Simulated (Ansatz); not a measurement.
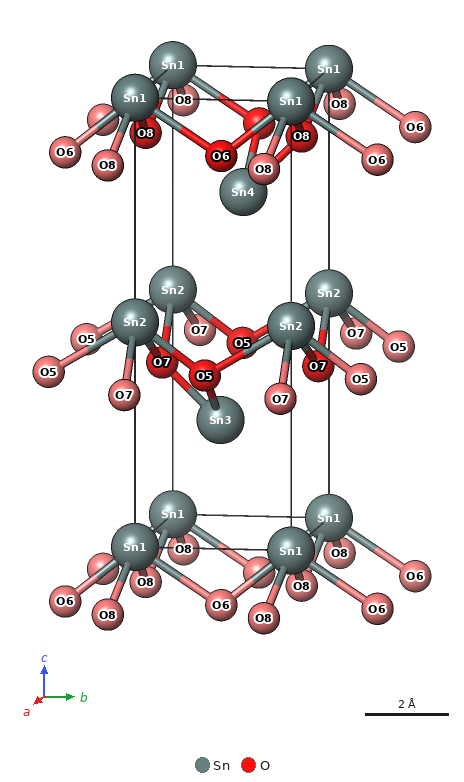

The starting structure (ball-and-stick view of the cell of the calculation, seen slightly off an axis; neighbours outside the cell are drawn fainter; atoms are numbered from 1 in the order of the input). An atom can appear more than once, as a periodic image.

# SnO: geometry relaxation (part 1 of 2)

The run: geometry relaxation of SnO (Cmc2₁, 8 atoms in the cell). Method and program: DFT PBE+D3(BJ), scalar-relativistic, plane waves, PAW, no spin polarisation (Ansatz 0.2.0).

The structure derives from an entry of the Crystallography Open Database. Figures and captions count atoms from 1; the log counts them from 0 in places.

Input file
```yaml
crystal:
  lattice:
    - [2.5, -2.86, 0.0]
    - [2.5, 2.86, 0.0]
    - [0.0, 0.0, 11.12]
  atoms:
    - { symbol: Sn, position: [0.0, 0.0, 0.0] }
    - { symbol: Sn, position: [0.0, 0.0, 0.5] }
    - { symbol: Sn, position: [0.559, 0.441, 0.254] }
    - { symbol: Sn, position: [0.441, 0.559, 0.754] }
    - { symbol: O, position: [0.93, 0.43, 0.38] }
    - { symbol: O, position: [0.07, 0.57, 0.88] }
    - { symbol: O, position: [0.57, 0.07, 0.38] }
    - { symbol: O, position: [0.43, 0.93, 0.88] }
basis:
  ecutwfc: 420
kpoints:
  mp_grid: { grid: [6, 6, 2] }
hamiltonian:
  xc: pbe
  dispersion: d3bj
scf:
  occupations: { method: gaussian, width: 0.1 }
output:
  forces: true
  stress: true
  eigenvalues: true
relax:
  adjacent_minimum: "off"
  f_tol: 0.05
  max_steps: 80
  cell: { stress_tol: 0.5 }
```

Machine: 2 threads of AMD EPYC (Zen 5), 32 GiB of memory available, shared host.

Launched with:
```bash
ansatz run input.yaml --threads 2 --pin off --max-ram 5120MiB --backend cpu --events-out ev --progress --plain --runs-dir out
```

Output
```
Engine: ansatz 0.2.0, x86_64-unknown-linux-gnu
Pseudopotentials: kind: paw
Pseudopotential: Sn, paw, valence charge 14, recommended cutoff 420 eV (normal), Sn.paw.azcp
Pseudopotential: O, paw, valence charge 6, recommended cutoff 420 eV (normal), O.paw.azcp
Functional definition: PBE
  parameter kappa = 0.804
  parameter beta = 0.06672455060314922
  exchange = pbe_x(kappa = kappa, mu = beta*pi^2/3)
  correlation = pbe_c(beta = beta)
Crystal: 8 atoms, lattice volume = 159.016 Å³
Basis set: ecut = 420 eV, 3129 PW (Γ), exchange–correlation on 54×54×150 points (8 copies of the dense FFT grid, shifted against one another)
Bands: 48, of which v1, the nominal top of the filled ones, is band 40 counted from 1 (39 counted from 0)
Symmetry: 4 space group operations
Space group: Cmc21 (ITA 36), of the structure as read, at distance tolerance 5.4e-5 Å
k-points: 26 of 72
Non-local potential: Sn, projectors of the file, l = 0: 2, l = 1: 2, l = 2: 2, l = 3: 2
Non-local potential: O, projectors of the file, l = 0: 2, l = 1: 2, l = 2: 1
PAW form: soft (Blöchl's): semilocal exchange-correlation on the pseudo side does not see the compensation charge
PAW one-centre angular grid: Sn, 590 points (default); XC on 64 Gauss nodes
PAW one-centre angular grid: O, 110 points (default); XC on 64 Gauss nodes
Initial density: superposition of atomic densities (neutral atoms: chi_scale 0, normalization atom), corrected by the library's trained network
Initial wavefunctions: pseudopotential atomic-orbital guess
Functional: x = pbe(κ = 0.804, μ = 0.2195149727645171), c = pbe(β = 0.06672455060314922)
SCF iter   1: F=—  HF=-26360.898383 eV  |F-HF|=—  |Δ(HF+E_count)|=         —  Δρ=1.26e-2  dr2=2.18e-1  ethr=1.77e-3  ⟨swp⟩=6.3  Hψ=4860  notcnv=0
preconditioner: auto → LDOS  [insulator: Δε(μ)=0.126 eV  Ē_g=17.178 eV  σ=0.100 eV  W_gap=0.51  n_scr=42 (ndim 8)  ℏωp=26.3 eV  f_vac=0.029  D(μ)=2.04/eV (n_scr^D=4)  ε∞_Penn≈3.4  β→1.0]
SCF iter   2: F=—  HF=-26360.936806 eV  |F-HF|=—  |Δ(HF+E_count)|=   3.84e-2  Δρ=1.54e-2  dr2=6.07e-1  ethr=2.72e-4  ⟨swp⟩=2.4  Hψ=2126  notcnv=0  defer=61  recentre
SCF iter   3: F=—  HF=-26360.877448 eV  |F-HF|=—  |Δ(HF+E_count)|=   5.94e-2  Δρ=5.96e-3  dr2=5.58e-2  ethr=2.72e-4  ⟨swp⟩=2.0  Hψ=1715  notcnv=0  defer=61
SCF iter   4: F=—  HF=-26360.872050 eV  |F-HF|=—  |Δ(HF+E_count)|=   5.40e-3  Δρ=4.05e-4  dr2=3.75e-4  ethr=6.98e-5  ⟨swp⟩=1.4  Hψ=1350  notcnv=0  defer=40
SCF iter   5: F=—  HF=-26360.872083 eV  |F-HF|=—  |Δ(HF+E_count)|=   3.28e-5  Δρ=1.04e-4  dr2=2.37e-5  ethr=4.69e-7  ⟨swp⟩=2.3  Hψ=1877  notcnv=0  defer=36
SCF iter   6: F=—  HF=-26360.872057 eV  |F-HF|=—  |Δ(HF+E_count)|=   2.60e-5  Δρ=3.80e-5  dr2=2.38e-6  ethr=2.97e-8  ⟨swp⟩=2.9  Hψ=2345  notcnv=0  defer=14
SCF iter   7: F=-26360.872057 eV  HF=-26360.872057 eV  |F-HF|=3.00e-8  |Δ(HF+E_count)|=   4.23e-7  Δρ=7.28e-6  dr2=8.67e-8  ethr=1.25e-10  ⟨swp⟩=9.2  Hψ=6287  notcnv=0
SCF 1 converged in 7 iterations: F = -26360.872057 eV  dr2 = 8.67e-8
  greatest PAW one-centre occupation: 0.993 electrons in one spin orbital (limit 2), on the Sn atom at site 1 (counted from 0), in its partial waves of l = 2
relax step   1: F+E_penalty+E_count = -26360.87205705 eV  Δ(F+E_penalty+E_count) = +0.000e0 eV  max|allowed force component| = 8.745e0 eV/Å  Δτ_max = 0.0000 Å  P = +8.483 GPa  Ω = 159.016 Å³  (7 SCF iters, dr2 threshold 1.00e-7 eV, accepted)
Crystal: 8 atoms, lattice volume = 150.897 Å³
Basis set: ecut = 420 eV, 2979 PW (Γ), exchange–correlation on 54×54×150 points (8 copies of the dense FFT grid, shifted against one another)
Initial density: handed on by an earlier stage of this run
Initial wavefunctions: those handed on with the density
iter 1 solved again at ethr=6.68e-4 eV; its pass at ethr=3.10e-3 eV (dr2=5.35e-1 eV) is discarded
SCF iter   1: F=—  HF=-26367.053228 eV  |F-HF|=—  |Δ(HF+E_count)|=         —  Δρ=2.12e-2  dr2=5.38e-1  ethr=6.68e-4  ⟨swp⟩=1.0  Hψ=7227  notcnv=0
preconditioner: auto → Resta (q_TF=auto, 2.454 Å⁻¹)  ε∞=3.3  [insulator: Δε(μ)=0.608 eV  Ē_g=17.924 eV  σ=0.100 eV  W_gap=1.00  n_scr=44 (ndim 8)  ℏωp=27.0 eV  f_vac=0.029  D(μ)=0.00/eV (n_scr^D=0)  ε∞_Penn≈3.3]
SCF iter   2: F=—  HF=-26366.959366 eV  |F-HF|=—  |Δ(HF+E_count)|=   9.39e-2  Δρ=1.05e-2  dr2=9.44e-2  ethr=6.68e-4  ⟨swp⟩=2.2  Hψ=1949  notcnv=0
SCF iter   3: F=—  HF=-26366.952434 eV  |F-HF|=—  |Δ(HF+E_count)|=   6.93e-3  Δρ=4.83e-3  dr2=2.38e-2  ethr=1.18e-4  ⟨swp⟩=2.0  Hψ=1821  notcnv=0  defer=17
SCF iter   4: F=—  HF=-26366.954627 eV  |F-HF|=—  |Δ(HF+E_count)|=   2.19e-3  Δρ=2.19e-3  dr2=5.05e-3  ethr=2.98e-5  ⟨swp⟩=1.8  Hψ=1538  notcnv=0  defer=17
SCF iter   5: F=—  HF=-26366.955343 eV  |F-HF|=—  |Δ(HF+E_count)|=   7.16e-4  Δρ=4.55e-4  dr2=3.28e-4  ethr=6.32e-6  ⟨swp⟩=2.6  Hψ=2212  notcnv=0  defer=17
SCF iter   6: F=—  HF=-26366.955544 eV  |F-HF|=—  |Δ(HF+E_count)|=   2.01e-4  Δρ=7.52e-5  dr2=1.23e-5  ethr=4.10e-7  ⟨swp⟩=2.0  Hψ=1603  notcnv=0  defer=17
SCF iter   7: F=-26366.955561 eV  HF=-26366.955561 eV  |F-HF|=5.68e-7  |Δ(HF+E_count)|=   1.68e-5  Δρ=1.24e-5  dr2=2.87e-7  ethr=1.00e-9  ⟨swp⟩=8.6  Hψ=6505  notcnv=0
SCF 2 converged in 7 iterations: F = -26366.955561 eV  dr2 = 2.87e-7
relax step   2: F+E_penalty+E_count = -26366.95556115 eV  Δ(F+E_penalty+E_count) = -6.084e0 eV  max|allowed force component| = 3.449e0 eV/Å  Δτ_max = 0.1943 Å  P = +3.694 GPa  Ω = 150.897 Å³  energy of the carried Pulay correction = +1.847e-2 eV  (7 SCF iters, dr2 threshold 8.00e-7 eV, accepted)
Crystal: 8 atoms, lattice volume = 140.930 Å³
Basis set: ecut = 420 eV, 2725 PW (Γ), exchange–correlation on 54×54×150 points (8 copies of the dense FFT grid, shifted against one another)
iter 1 solved again at ethr=2.17e-4 eV; its pass at ethr=3.10e-3 eV (dr2=1.73e-1 eV) is discarded
SCF iter   1: F=—  HF=-26368.135007 eV  |F-HF|=—  |Δ(HF+E_count)|=         —  Δρ=1.49e-2  dr2=1.71e-1  ethr=2.17e-4  ⟨swp⟩=1.0  Hψ=7297  notcnv=0
preconditioner: auto → Resta (q_TF=auto, 2.483 Å⁻¹)  ε∞=3.3  [insulator: Δε(μ)=0.267 eV  Ē_g=18.343 eV  σ=0.100 eV  W_gap=0.94  n_scr=38 (ndim 8)  ℏωp=28.0 eV  f_vac=0.022  D(μ)=0.06/eV (n_scr^D=0)  ε∞_Penn≈3.3]
SCF iter   2: F=—  HF=-26368.102702 eV  |F-HF|=—  |Δ(HF+E_count)|=   3.23e-2  Δρ=7.43e-3  dr2=4.87e-2  ethr=2.14e-4  ⟨swp⟩=2.9  Hψ=2378  notcnv=0
SCF iter   3: F=—  HF=-26368.095986 eV  |F-HF|=—  |Δ(HF+E_count)|=   6.72e-3  Δρ=9.99e-4  dr2=1.63e-3  ethr=6.09e-5  ⟨swp⟩=2.7  Hψ=2077  notcnv=0
SCF iter   4: F=—  HF=-26368.096372 eV  |F-HF|=—  |Δ(HF+E_count)|=   3.86e-4  Δρ=4.00e-4  dr2=1.92e-4  ethr=2.04e-6  ⟨swp⟩=2.1  Hψ=1983  notcnv=0
SCF iter   5: F=—  HF=-26368.096420 eV  |F-HF|=—  |Δ(HF+E_count)|=   4.82e-5  Δρ=3.33e-4  dr2=1.38e-4  ethr=2.41e-7  ⟨swp⟩=2.2  Hψ=1963  notcnv=0
SCF iter   6: F=—  HF=-26368.096399 eV  |F-HF|=—  |Δ(HF+E_count)|=   2.05e-5  Δρ=5.94e-5  dr2=4.19e-6  ethr=1.72e-7  ⟨swp⟩=2.0  Hψ=1728  notcnv=0
SCF iter   7: F=-26368.096405 eV  HF=-26368.096405 eV  |F-HF|=2.69e-7  |Δ(HF+E_count)|=   5.40e-6  Δρ=9.95e-6  dr2=1.61e-7  ethr=1.00e-9  ⟨swp⟩=8.2  Hψ=5410  notcnv=0
SCF 3 converged in 7 iterations: F = -26368.096405 eV  dr2 = 1.61e-7
  greatest PAW one-centre occupation: 0.994 electrons in one spin orbital (limit 2), on the Sn atom at site 2 (counted from 0), in its partial waves of l = 2
relax step   3: F+E_penalty+E_count = -26368.09640504 eV  Δ(F+E_penalty+E_count) = -1.141e0 eV  max|allowed force component| = 1.759e0 eV/Å  Δτ_max = 0.1752 Å  P = +7.708 GPa  Ω = 140.930 Å³  energy of the carried Pulay correction = +4.252e-2 eV  (7 SCF iters, dr2 threshold 8.00e-7 eV, accepted)
Crystal: 8 atoms, lattice volume = 143.089 Å³
Basis set: ecut = 420 eV, 2805 PW (Γ), exchange–correlation on 54×54×150 points (8 copies of the dense FFT grid, shifted against one another)
iter 1 solved again at ethr=3.11e-4 eV; its pass at ethr=3.10e-3 eV (dr2=2.49e-1 eV) is discarded
SCF iter   1: F=—  HF=-26368.473554 eV  |F-HF|=—  |Δ(HF+E_count)|=         —  Δρ=1.60e-2  dr2=2.48e-1  ethr=3.11e-4  ⟨swp⟩=1.0  Hψ=7151  notcnv=0
preconditioner: auto → LDOS  [insulator: Δε(μ)=0.203 eV  Ē_g=17.729 eV  σ=0.100 eV  W_gap=0.74  n_scr=38 (ndim 8)  ℏωp=27.8 eV  f_vac=0.027  D(μ)=0.53/eV (n_scr^D=2)  ε∞_Penn≈3.5  β→1.0]
SCF iter   2: F=—  HF=-26368.477721 eV  |F-HF|=—  |Δ(HF+E_count)|=   4.17e-3  Δρ=1.36e-2  dr2=2.30e-1  ethr=3.10e-4  ⟨swp⟩=2.8  Hψ=2576  notcnv=0
SCF iter   3: F=—  HF=-26368.416833 eV  |F-HF|=—  |Δ(HF+E_count)|=   6.09e-2  Δρ=3.74e-3  dr2=1.91e-2  ethr=2.87e-4  ⟨swp⟩=2.2  Hψ=2499  notcnv=0  defer=8
SCF iter   4: F=—  HF=-26368.413492 eV  |F-HF|=—  |Δ(HF+E_count)|=   3.34e-3  Δρ=6.05e-4  dr2=5.90e-4  ethr=2.39e-5  ⟨swp⟩=2.0  Hψ=1719  notcnv=0  defer=8
SCF iter   5: F=—  HF=-26368.413321 eV  |F-HF|=—  |Δ(HF+E_count)|=   1.71e-4  Δρ=1.25e-4  dr2=1.58e-5  ethr=7.37e-7  ⟨swp⟩=2.0  Hψ=2221  notcnv=0  defer=8
SCF iter   6: F=-26368.413330 eV  HF=-26368.413329 eV  |F-HF|=2.08e-7  |Δ(HF+E_count)|=   8.36e-6  Δρ=2.57e-5  dr2=7.08e-7  ethr=1.00e-9  ⟨swp⟩=7.9  Hψ=6406  notcnv=0
SCF 4 converged in 6 iterations: F = -26368.413330 eV  dr2 = 7.08e-7
  greatest PAW one-centre occupation: 0.993 electrons in one spin orbital (limit 2), on the Sn atom at site 3 (counted from 0), in its partial waves of l = 2
relax step   4: F+E_penalty+E_count = -26368.41332967 eV  Δ(F+E_penalty+E_count) = -3.169e-1 eV  max|allowed force component| = 1.195e0 eV/Å  Δτ_max = 0.1907 Å  P = -3.607 GPa  Ω = 143.089 Å³  energy of the carried Pulay correction = +3.718e-2 eV  (6 SCF iters, dr2 threshold 8.00e-7 eV, accepted)
Crystal: 8 atoms, lattice volume = 138.817 Å³
Basis set: ecut = 420 eV, 2711 PW (Γ), exchange–correlation on 54×54×150 points (8 copies of the dense FFT grid, shifted against one another)
iter 1 solved again at ethr=6.49e-5 eV; its pass at ethr=3.10e-3 eV (dr2=5.19e-2 eV) is discarded
SCF iter   1: F=—  HF=-26368.629485 eV  |F-HF|=—  |Δ(HF+E_count)|=         —  Δρ=7.36e-3  dr2=5.16e-2  ethr=6.49e-5  ⟨swp⟩=1.8  Hψ=6382  notcnv=0
preconditioner: auto → LDOS  [insulator: Δε(μ)=0.097 eV  Ē_g=18.097 eV  σ=0.100 eV  W_gap=0.51  n_scr=38 (ndim 8)  ℏωp=28.2 eV  f_vac=0.010  D(μ)=0.80/eV (n_scr^D=2)  ε∞_Penn≈3.4  β→1.0]
SCF iter   2: F=—  HF=-26368.625607 eV  |F-HF|=—  |Δ(HF+E_count)|=   3.88e-3  Δρ=4.70e-3  dr2=2.97e-2  ethr=6.45e-5  ⟨swp⟩=2.0  Hψ=2497  notcnv=0
SCF iter   3: F=—  HF=-26368.614453 eV  |F-HF|=—  |Δ(HF+E_count)|=   1.12e-2  Δρ=1.06e-3  dr2=1.61e-3  ethr=3.71e-5  ⟨swp⟩=2.0  Hψ=2438  notcnv=0
SCF iter   4: F=—  HF=-26368.614013 eV  |F-HF|=—  |Δ(HF+E_count)|=   4.41e-4  Δρ=1.82e-4  dr2=3.78e-5  ethr=2.01e-6  ⟨swp⟩=2.0  Hψ=2280  notcnv=0
SCF iter   5: F=—  HF=-26368.614016 eV  |F-HF|=—  |Δ(HF+E_count)|=   3.77e-6  Δρ=6.88e-5  dr2=6.05e-6  ethr=4.73e-8  ⟨swp⟩=2.0  Hψ=2290  notcnv=0
SCF iter   6: F=-26368.614017 eV  HF=-26368.614016 eV  |F-HF|=7.99e-8  |Δ(HF+E_count)|=   6.53e-9  Δρ=1.16e-5  dr2=1.37e-7  ethr=1.00e-9  ⟨swp⟩=5.5  Hψ=5797  notcnv=0
SCF 5 converged in 6 iterations: F = -26368.614017 eV  dr2 = 1.37e-7
relax step   5: F+E_penalty+E_count = -26368.61401650 eV  Δ(F+E_penalty+E_count) = -2.007e-1 eV  max|allowed force component| = 6.118e-2 eV/Å  Δτ_max = 0.0914 Å  P = +0.515 GPa  Ω = 138.817 Å³  energy of the carried Pulay correction = +4.782e-2 eV  (6 SCF iters, dr2 threshold 8.00e-7 eV, accepted)
Crystal: 8 atoms, lattice volume = 139.848 Å³
Basis set: ecut = 420 eV, 2715 PW (Γ), exchange–correlation on 54×54×150 points (8 copies of the dense FFT grid, shifted against one another)
iter 1 solved again at ethr=8.47e-7 eV; its pass at ethr=3.10e-3 eV (dr2=6.78e-4 eV) is discarded
SCF iter   1: F=—  HF=-26368.613249 eV  |F-HF|=—  |Δ(HF+E_count)|=         —  Δρ=5.15e-4  dr2=6.53e-4  ethr=8.47e-7  ⟨swp⟩=3.2  Hψ=5899  notcnv=0
preconditioner: auto → LDOS  [metal: Δε(μ)=0.047 eV  Ē_g=18.049 eV  σ=0.100 eV  W_gap=0.26  n_scr=38 (ndim 8)  ℏωp=28.1 eV  f_vac=0.014  D(μ)=0.80/eV (n_scr^D=2)  β→1.0]
SCF iter   2: F=—  HF=-26368.613250 eV  |F-HF|=—  |Δ(HF+E_count)|=   9.07e-7  Δρ=4.40e-4  dr2=4.80e-4  ethr=8.16e-7  ⟨swp⟩=2.1  Hψ=2294  notcnv=0
SCF iter   3: F=—  HF=-26368.613078 eV  |F-HF|=—  |Δ(HF+E_count)|=   1.73e-4  Δρ=5.92e-5  dr2=7.00e-6  ethr=6.00e-7  ⟨swp⟩=2.0  Hψ=2290  notcnv=0
SCF iter   4: F=-26368.613077 eV  HF=-26368.613077 eV  |F-HF|=1.85e-8  |Δ(HF+E_count)|=   9.86e-7  Δρ=1.08e-5  dr2=1.37e-7  ethr=1.00e-9  ⟨swp⟩=7.7  Hψ=5826  notcnv=0
SCF 6 converged in 4 iterations: F = -26368.613077 eV  dr2 = 1.37e-7
  greatest PAW one-centre occupation: 0.993 electrons in one spin orbital (limit 2), on the Sn atom at site 2 (counted from 0), in its partial waves of l = 2
relax step   6: F+E_penalty+E_count = -26368.61307654 eV  Δ(F+E_penalty+E_count) = +9.400e-4 eV  max|allowed force component| = 2.070e-3 eV/Å  Δτ_max = 0.0051 Å  P = +0.055 GPa  Ω = 139.848 Å³  energy of the carried Pulay correction = +4.523e-2 eV  (4 SCF iters, dr2 threshold 8.00e-7 eV, accepted)
Basis set: ecut = 420 eV, 2715 PW (Γ), exchange–correlation on 54×54×128 points (8 copies of the dense FFT grid, shifted against one another)
Initial wavefunctions: pseudopotential atomic-orbital guess (no wavefunctions were taken with the density)
iter 1 solved again at ethr=2.16e-7 eV; its pass at ethr=3.10e-3 eV (dr2=1.73e-4 eV) is discarded
SCF iter   1: F=—  HF=-26368.618730 eV  |F-HF|=—  |Δ(HF+E_count)|=         —  Δρ=6.12e-4  dr2=5.91e-5  ethr=2.16e-7  ⟨swp⟩=3.2  Hψ=7806  notcnv=0
preconditioner: auto → LDOS  [metal: Δε(μ)=0.055 eV  Ē_g=18.046 eV  σ=0.100 eV  W_gap=0.30  n_scr=38 (ndim 8)  ℏωp=28.1 eV  f_vac=0.014  D(μ)=0.80/eV (n_scr^D=2)  β→1.0]
SCF iter   2: F=—  HF=-26368.619104 eV  |F-HF|=—  |Δ(HF+E_count)|=   3.74e-4  Δρ=5.13e-5  dr2=2.13e-6  ethr=7.38e-8  ⟨swp⟩=2.0  Hψ=1768  notcnv=0
SCF iter   3: F=—  HF=-26368.619108 eV  |F-HF|=—  |Δ(HF+E_count)|=   3.46e-6  Δρ=3.54e-5  dr2=1.90e-6  ethr=2.66e-9  ⟨swp⟩=2.0  Hψ=2290  notcnv=0
SCF iter   4: F=—  HF=-26368.619107 eV  |F-HF|=—  |Δ(HF+E_count)|=   4.65e-7  Δρ=4.73e-6  dr2=2.56e-8  ethr=2.38e-9  ⟨swp⟩=2.8  Hψ=2150  notcnv=0
SCF iter   5: F=-26368.619107 eV  HF=-26368.619107 eV  |F-HF|=1.85e-9  |Δ(HF+E_count)|=   1.05e-8  Δρ=1.56e-6  dr2=2.51e-9  ethr=1.00e-11  ⟨swp⟩=6.7  Hψ=5258  notcnv=0
SCF 7 converged in 5 iterations: F = -26368.619107 eV  dr2 = 2.51e-9
relax step   7: F+E_penalty+E_count = -26368.61910704 eV  Δ(F+E_penalty+E_count) = -6.031e-3 eV  max|allowed force component| = 5.083e-3 eV/Å  Δτ_max = 0.0000 Å  P = +0.110 GPa  Ω = 139.848 Å³  stress off target by 6.05e-1 GPa  SCF on the basis re-selected at this cell (its energy is not comparable with the rows above)  (5 SCF iters)
basis re-selected at this cell: Δ(F+E_penalty+E_count) = -6.031e-3 eV, ΔP = +0.055 GPa vs the last step (what re-selecting the basis moved, of the pressure what is left beyond the Pulay correction that the steps carried, after the strain that the cell walked since its last selection, with what the two solves' SCF thresholds leave and, on support functions, any second-order correction that the steps lacked; it is no measure of the basis error at this ecutwfc). The dense FFT grid was sized anew with the basis: this SCF ran on 27×27×64 points, the steps before it on 27×27×75, so part of this shift can come from that change (see relax.cell in the input reference). This SCF's stress stands 6.05e-1 GPa from its target on what of the cell is left free (relax.cell.stress_tol is 5.00e-1 GPa) and its largest allowed force component is 5.08e-3 eV/Å (relax.f_tol is 5.00e-2 eV/Å): not within both, so this SCF does not close the relaxation
Crystal: 8 atoms, lattice volume = 139.593 Å³
Basis set: ecut = 420 eV, 2711 PW (Γ), exchange–correlation on 54×54×128 points (8 copies of the dense FFT grid, shifted against one another)
iter 1 solved again at ethr=2.17e-7 eV; its pass at ethr=3.10e-3 eV (dr2=1.74e-4 eV) is discarded
SCF iter   1: F=—  HF=-26368.621223 eV  |F-HF|=—  |Δ(HF+E_count)|=         —  Δρ=4.93e-4  dr2=1.93e-4  ethr=2.17e-7  ⟨swp⟩=3.0  Hψ=6298  notcnv=0
preconditioner: auto → LDOS  [metal: Δε(μ)=0.051 eV  Ē_g=18.039 eV  σ=0.100 eV  W_gap=0.28  n_scr=38 (ndim 8)  ℏωp=28.1 eV  f_vac=0.013  D(μ)=0.82/eV (n_scr^D=2)  β→1.0]
SCF iter   2: F=—  HF=-26368.621247 eV  |F-HF|=—  |Δ(HF+E_count)|=   2.35e-5  Δρ=3.09e-4  dr2=1.17e-4  ethr=2.17e-7  ⟨swp⟩=2.6  Hψ=2382  notcnv=0
SCF iter   3: F=—  HF=-26368.621225 eV  |F-HF|=—  |Δ(HF+E_count)|=   2.23e-5  Δρ=1.39e-4  dr2=2.43e-5  ethr=1.46e-7  ⟨swp⟩=2.0  Hψ=1768  notcnv=0
SCF iter   4: F=—  HF=-26368.621220 eV  |F-HF|=—  |Δ(HF+E_count)|=   4.46e-6  Δρ=3.54e-5  dr2=1.75e-6  ethr=3.04e-8  ⟨swp⟩=2.0  Hψ=1560  notcnv=0
SCF iter   5: F=-26368.621220 eV  HF=-26368.621220 eV  |F-HF|=3.63e-8  |Δ(HF+E_count)|=   3.20e-7  Δρ=6.84e-6  dr2=4.80e-8  ethr=1.00e-9  ⟨swp⟩=6.9  Hψ=4916  notcnv=0
SCF 8 converged in 5 iterations: F = -26368.621220 eV  dr2 = 4.80e-8
relax step   8: F+E_penalty+E_count = -26368.62121974 eV  Δ(F+E_penalty+E_count) = -2.113e-3 eV  max|allowed force component| = 1.828e-3 eV/Å  Δτ_max = 0.0036 Å  P = +0.016 GPa  Ω = 139.593 Å³  energy of the carried Pulay correction = +6.619e-4 eV  (5 SCF iters, dr2 threshold 8.00e-7 eV, accepted)
iter 1 solved again at ethr=1.52e-7 eV; its pass at ethr=3.10e-3 eV (dr2=1.22e-4 eV) is discarded
SCF iter   1: F=—  HF=-26368.620903 eV  |F-HF|=—  |Δ(HF+E_count)|=         —  Δρ=3.39e-5  dr2=2.96e-7  ethr=1.52e-7  ⟨swp⟩=3.2  Hψ=7834  notcnv=0
preconditioner: auto → LDOS  [metal: Δε(μ)=0.049 eV  Ē_g=18.042 eV  σ=0.100 eV  W_gap=0.27  n_scr=38 (ndim 8)  ℏωp=28.1 eV  f_vac=0.013  D(μ)=0.82/eV (n_scr^D=2)  β→1.0]
SCF iter   2: F=—  HF=-26368.620904 eV  |F-HF|=—  |Δ(HF+E_count)|=   3.15e-8  Δρ=2.07e-5  dr2=5.22e-7  ethr=3.70e-10  ⟨swp⟩=3.0  Hψ=2506  notcnv=0
SCF iter   3: F=—  HF=-26368.620903 eV  |F-HF|=—  |Δ(HF+E_count)|=   1.11e-7  Δρ=5.43e-6  dr2=3.23e-8  ethr=3.70e-10  ⟨swp⟩=2.0  Hψ=1770  notcnv=0
SCF iter   4: F=-26368.620903 eV  HF=-26368.620903 eV  |F-HF|=5.68e-10  |Δ(HF+E_count)|=   5.85e-9  Δρ=6.73e-7  dr2=6.59e-10  ethr=1.00e-11  ⟨swp⟩=4.7  Hψ=4920  notcnv=0
SCF 9 converged in 4 iterations: F = -26368.620903 eV  dr2 = 6.59e-10
relax step   9: F+E_penalty+E_count = -26368.62090339 eV  Δ(F+E_penalty+E_count) = +3.163e-4 eV  max|allowed force component| = 1.779e-3 eV/Å  Δτ_max = 0.0000 Å  P = +0.009 GPa  Ω = 139.593 Å³  stress off target by 4.14e-2 GPa  SCF on the basis re-selected at this cell (its energy is not comparable with the rows above)  (4 SCF iters)
```
